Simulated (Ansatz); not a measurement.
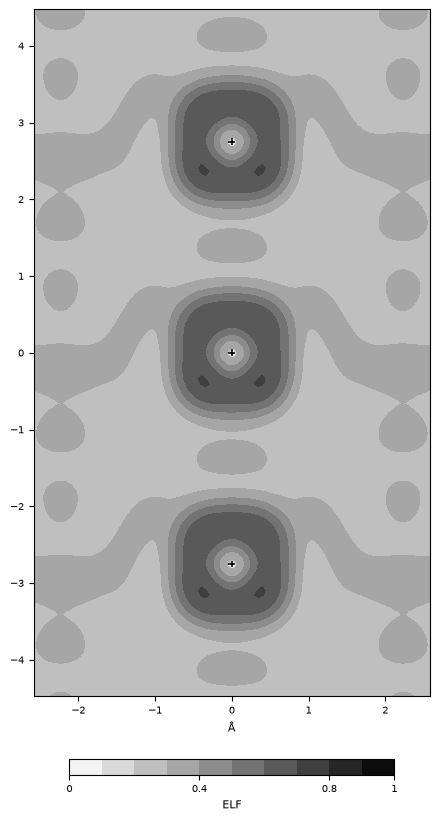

The ELF on a plane through atoms (crosses mark nuclei in the plane).

Computed with DFT PBEsol, scalar-relativistic, plane waves, PAW in Ansatz 0.2.0.

Candidates:
A. Ir, a = 2.75 Å, b = 4.46 Å, c = 2.75 Å, α = 90.00°, β = 120.00°, γ = 90.00°. Space group P2₁/m; a structure from a database of computed crystals, not necessarily the ambient phase; changed on purpose from its base cell (atom 1 (Ir) moved by (-0.450, -0.450) A along x and y); not relaxed (largest force 1.3 eV/Å); computed pressure about −2 GPa in this cell; computed without spin polarisation.
B. AlAs, a = 5.67 Å, b = 5.67 Å, c = 5.67 Å, α = 90.00°, β = 90.00°, γ = 90.00°. Space group F-43m.
C. Ag, a = 2.87 Å, b = 2.87 Å, c = 4.69 Å, α = 90.00°, β = 90.00°, γ = 120.00°. Space group P6₃/mmc.

Which system is this?

Candidate A: Ir on the (100) plane of the conventional cell, which holds Ir.
